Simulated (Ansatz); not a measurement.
Start from this file.

```xyz
8
Lattice="3.9909 0.0000 0.0000 0.0000 3.9909 0.0000 0.0000 0.0000 10.7836" Properties=species:S:1:pos:R:3 pbc="T T T"
Ga    0.0000    1.9954    2.6959
Ga    1.9954    0.0000    2.6959
Ga    1.9954    1.9954    0.0000
Sb    0.0000    0.0000    0.0000
Ga    1.9954    0.0000    8.0877
Ga    0.0000    1.9954    8.0877
Ga    0.0000    0.0000    5.3918
Sb    1.9954    1.9954    5.3918
```

Work out the structure from the coordinates.

Answer. The compound is Ga3Sb. The structure has I4/mmm (No. 139) symmetry and a body-centred tetragonal lattice. It has 8 atoms to the cell (6 Ga, 2 Sb).

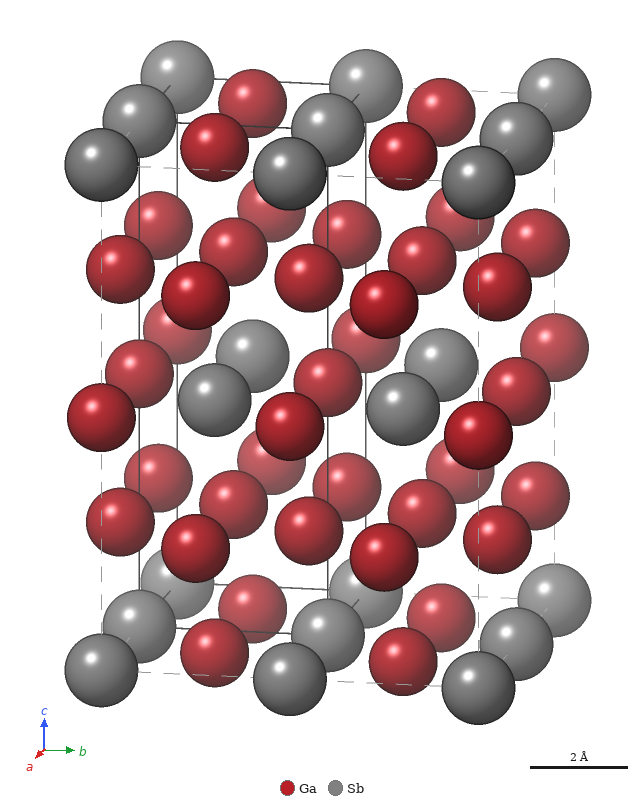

This spheres-only model is shown slightly off an axis. The conventional unit cell (solid box) is repeated to 2×2×1 cells.

Origin of the cell: a structure listed in the Materials Project. Earlier steps of the study may have refined or changed the cell and positions. A calculation with Ansatz used it as input.
